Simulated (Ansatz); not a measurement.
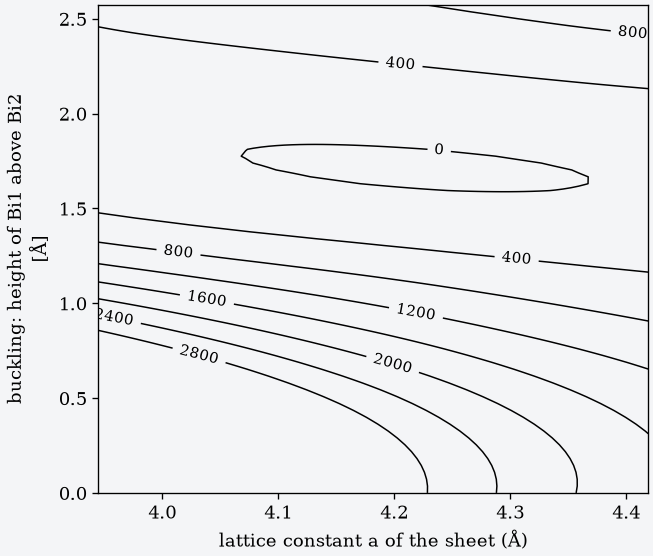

Energy landscape of a two-dimensional sheet of Bi of the honeycomb type (2 atoms in the cell). The lattice constant and the buckling of a sheet are varied, nothing relaxed. Coordinates scanned: (1) lattice constant a of the sheet (both vectors scaled alike); (2) buckling: height of Bi1 above Bi2. Grid: 8 × 8 points. Points are written as (first, second). Energies are in meV/atom, from the lowest grid point. Level of theory: DFT LDA, scalar-relativistic, plane waves, PAW in Ansatz 0.2.0. Settings: cutoff 420 eV, k-mesh 9×9×1, gaussian smearing 0.02 eV, no spin polarisation.

The picture shows contour lines labelled in meV/atom (none above 2800). Between grid points the surface is interpolated. 

Where are the wells?

The lowest grid point is at (4.148 Å, 1.838 Å). The highest grid point, (3.945 Å, 0.000 Å), lies 5585 meV/atom above the lowest.

The whole map (64 points run) took 7.7 min on 1 thread of Arm Neoverse V1, with other jobs on the host.
